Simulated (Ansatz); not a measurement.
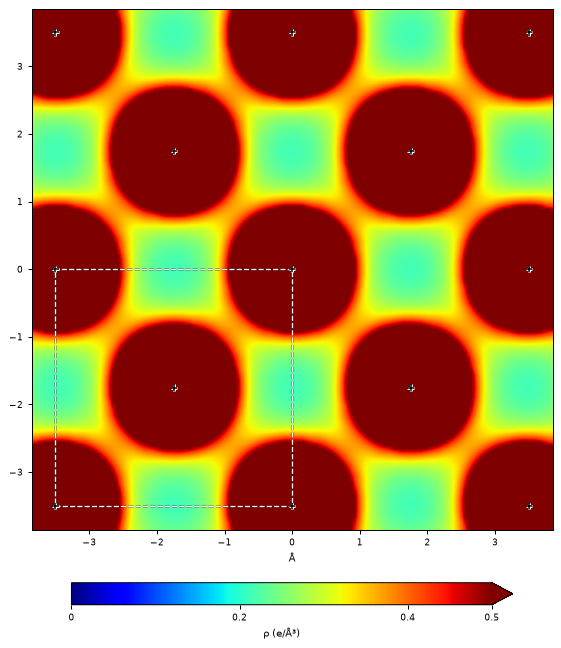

The valence pseudo-density on a plane through atoms (crosses mark nuclei in the plane).

The calculation used DFT, r2SCAN, plane waves (500 eV) with PAW, scalar-relativistic in Ansatz 0.2.0.

Candidates:
A. Ni, a = 2.83 Å, b = 2.83 Å, c = 2.83 Å, α = 90.00°, β = 90.00°, γ = 90.00°. Space group Im-3m; set up as Ni, bcc; a generated structure, not necessarily the stable one; changed on purpose from its base cell (volume × 1.08); computed pressure about −14 GPa in this cell; computed without spin polarisation.
B. Fe, a = 3.50 Å, b = 3.50 Å, c = 3.50 Å, α = 90.00°, β = 90.00°, γ = 90.00°. Space group Fm-3m; set up as Fe, fcc; a generated structure, not necessarily the stable one; changed on purpose from its base cell (volume × 1.08); computed pressure about −20 GPa in this cell; computed without spin polarisation.
C. Rh, a = 2.79 Å, b = 2.79 Å, c = 9.12 Å, α = 90.00°, β = 90.00°, γ = 120.00°. Space group P6₃/mmc; set up as Rh, dhcp; a generated structure, not necessarily the stable one; changed on purpose from its base cell (volume × 1.12); computed pressure about −23 GPa in this cell; computed without spin polarisation.

Question: Which candidate gave the map?

Answer: Candidate B: Fe on the (100) plane of the conventional cell, which holds Fe. Fe–Fe (2.48 Å): the density is about 0.37 e/Å³ at the midpoint.
